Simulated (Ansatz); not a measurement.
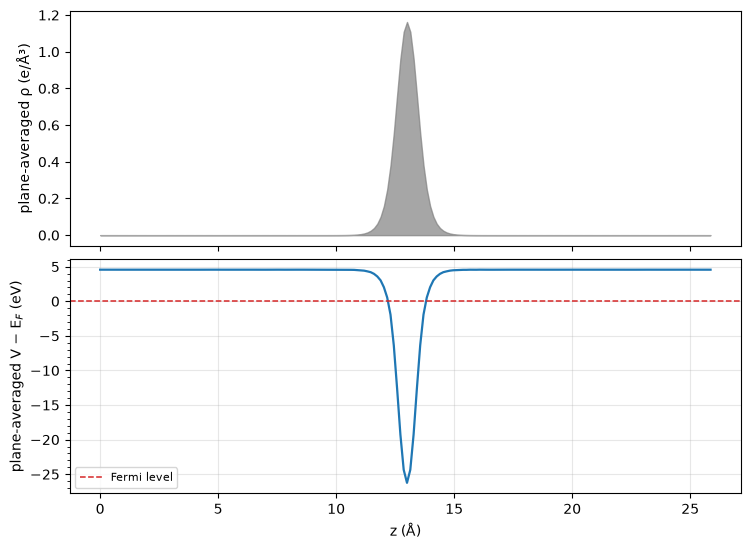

C (slab). Plane average of the electrostatic potential energy of an electron and of the valence charge density (pseudo) across the slab.

Changed on purpose from its base cell (biaxial strain +0.040, atoms relaxed).

These are results of Ansatz 0.2.0, DFT PBE+D3(BJ), scalar-relativistic, plane waves, PAW, not measurements.

In a PAW calculation such maps are meaningful between the atoms, not at the nuclei.

```
CELL_PARAMETERS angstrom
2.56432 -0.00001 0.00000
1.28217 2.22077 0.00000
0.00000 0.00000 26.00154
ATOMIC_POSITIONS crystal
C 0.16562 0.16562 0.50000
C 0.49896 0.49896 0.50000
```

How far above the Fermi level of the calculation is the vacuum level?

4.6 eV.

How thick is the slab, and how wide the vacuum?

The outermost nuclei are 0.0 Å apart, in 1 atomic plane; the vacuum between periodic images is 26.0 Å wide.
